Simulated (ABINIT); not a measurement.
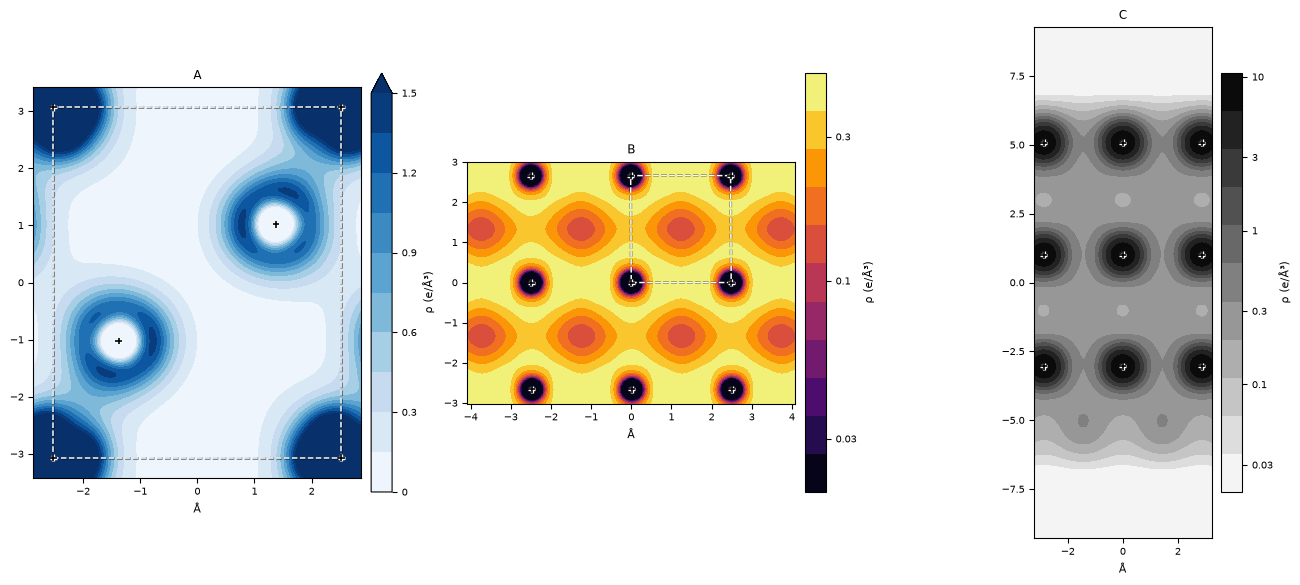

The valence electron density of 3 systems, each on a plane through atoms (crosses mark nuclei in the plane).

All numbers below come from Kohn-Sham DFT of a periodic cell, PBE, JTH PAW PBE v2.0 in ABINIT 10.8.3.

System 1: W (slab), the (100) plane of the calculation cell, a cut from vacuum to vacuum. 

```xyz
6
Lattice="2.8709 0.0000 0.0000 0.0000 2.8709 0.0000 0.0000 0.0000 25.1500" Properties=species:S:1:pos:R:3 pbc="T T T"
W     1.4354    1.4354    7.5000
W     0.0000    0.0000    9.5301
W     1.4354    1.4354   11.5599
W     0.0000    0.0000   13.5901
W     1.4354    1.4354   15.6199
W     0.0000    0.0000   17.6500
```

System 2: PtS$_{2}$, the (110) plane of the conventional cell. Space group P-3m1; not relaxed (largest force 1.4 eV/Å); computed pressure about 12 GPa in this cell.

```yaml
crystal:
  lattice:
    - [3.54320, 0.00000, 0.00000]
    - [-1.77160, 3.06850, 0.00000]
    - [0.00000, 0.00000, 5.03880]
  atoms:
    - { symbol: Pt, position: [0.00000, 0.00000, 0.00000] }
    - { symbol: S, position: [0.66667, 0.33333, 0.77300] }
    - { symbol: S, position: [0.33333, 0.66667, 0.22700] }
```

System 3: Si, the (011) plane of the conventional cell. Space group P-1; a structure from a database of computed crystals, not necessarily the ambient phase; computed pressure about 3 GPa in this cell.

### Match each panel to its system.

Panel A is system 2, PtS$_{2}$: the plane holds Pt and S. Pt–S (2.34 Å): ρ is about 0.69 e/Å³ halfway. Panel B is system 3, Si: the plane holds Si. Si–Si (2.49 Å): ρ at the midpoint is about 0.45 e/Å³. Panel C is system 1, W: the plane holds W. W–W (2.87 Å): the density is about 0.35 e/Å³ at the midpoint.
